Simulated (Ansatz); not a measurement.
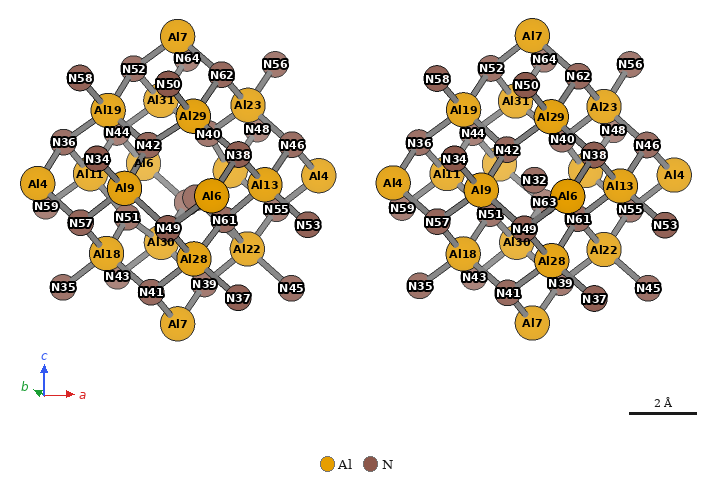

Two geometries of a defect cell of composition Al31N33 (cell charge −2), drawn at one scale. One is the start of a relaxation, the other its converged end. The picture is a ball-and-stick view of the atoms within 5.0 Å of the atom that moves most (axes of the cell of the calculation (origin shifted)), seen slightly off an axis.

Level of theory: DFT, PBEsol, PAW, plane waves (Ansatz). (plane-wave cutoff 420 eV; k-point mesh 1 × 1 × 1; mesh shifted by (0.25, 0.25, 0.25); no spin polarisation; atoms relaxed in a fixed cell; force threshold 0.03 eV/Å; at most 80 steps)

### Which geometry has the lower energy?

The left one is the relaxed one. The energy falls by 3.792 eV per cell of the calculation in 10 geometry steps. The largest force component goes from 1.2 to 0.02 eV/Å. An N atom moves most: 0.81 Å along [3 1 −3]. By element the largest moves are N 0.81 Å, Al 0.09 Å. The lattice vectors keep their values. Near-neighbour distances that change, for instance: N–N 1.916 → 2.886 Å, Al–N 3.072 → 2.262 Å, N–N 1.875 → 1.456 Å, N–N 1.906 → 2.263 Å. New bonds form, among them: Al–N (3.07 → 2.26 Å), N–N (1.87 → 1.46 Å). Bond angles that change, for instance: N–Al–N 108.1° → 116.7°, N–Al–N 110.8° → 102.6°, N–Al–N 109.0° → 100.9°. Cost: 46 s on 7 threads of Arm Neoverse-V2, peak memory 1.2 GiB.

Limits of the set-up: the cell is charged, on a uniform background, and energies carry no finite-size correction.
